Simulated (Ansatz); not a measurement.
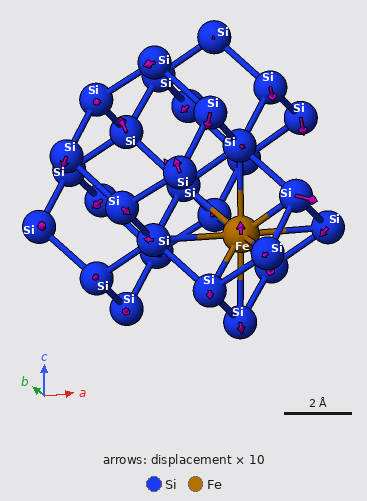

This is a relaxation of a defect cell of composition Si216Fe (cell charge +2). The starting structure is drawn; purple arrows show the displacements, magnified 10 times.

A ball-and-stick model of the atoms within 5.0 Å of the atom that moves most (axes of the cell of the calculation), seen slightly off an axis.

Method: DFT, PBEsol, PAW, plane waves (Ansatz). Set-up: plane-wave cutoff 420 eV; k-point mesh 1 × 1 × 1; mesh shifted by (0.25, 0.25, 0.25); collinear spin; atoms relaxed in a fixed cell; force threshold 0.03 eV/Å; at most 80 steps.

### Describe the change and its energy.

The largest moves, 0.100 Å, are those of Si atoms. Largest moves by element: Si 0.100 Å, Fe 0.043 Å. The cell stays as it was. Among the contacts that change: Fe–Si 2.695 → 2.770 Å, Si–Si 2.413 → 2.346 Å, Si–Si 2.314 → 2.380 Å, Fe–Si 2.328 → 2.393 Å. Bond angles that change, for instance: Si–Si–Si 108.3° → 112.3°, Si–Si–Si 111.1° → 107.4°, Si–Si–Si 107.0° → 110.4°. After 4 geometry steps the energy has fallen by 1.708 eV per cell of the calculation. Largest force component: 1.2 eV/Å at the start, 0.01 eV/Å at the end.

Limits of the set-up: the cell is charged, on a uniform background, and energies carry no finite-size correction.
